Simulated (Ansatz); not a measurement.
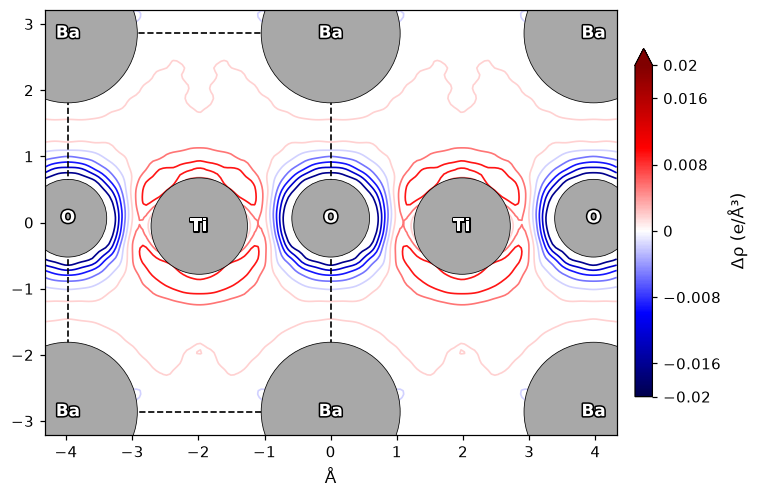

BaTiO₃. Difference of the valence pseudo-densities of two functionals at the same geometry, on the (101) plane of the calculation cell: PBE less r2SCAN.

Both computed with Ansatz (plane waves, PAW), on the same k-point mesh. Grey discs cover the atomic cores.

```
Ba Ti O
1.0
     3.97204    0.00000    0.00000
     0.00000    3.97204    0.00000
     0.00000    0.00000    4.11300
Ba Ti O
1 1 3
Direct
  0.50000 0.50000 0.58504
  0.00000 0.00000 0.10316
  0.00000 0.50000 0.06291
  0.50000 0.00000 0.06291
  0.00000 0.00000 0.54597
```

Question: What does the difference map show?

Answer: Against r2SCAN, PBE gives more density around Ti (+0.004 e/Å³ on average at 1.1 Å from the nucleus) and less density around O (−0.015 e/Å³ on average at 0.7 Å from the nucleus).
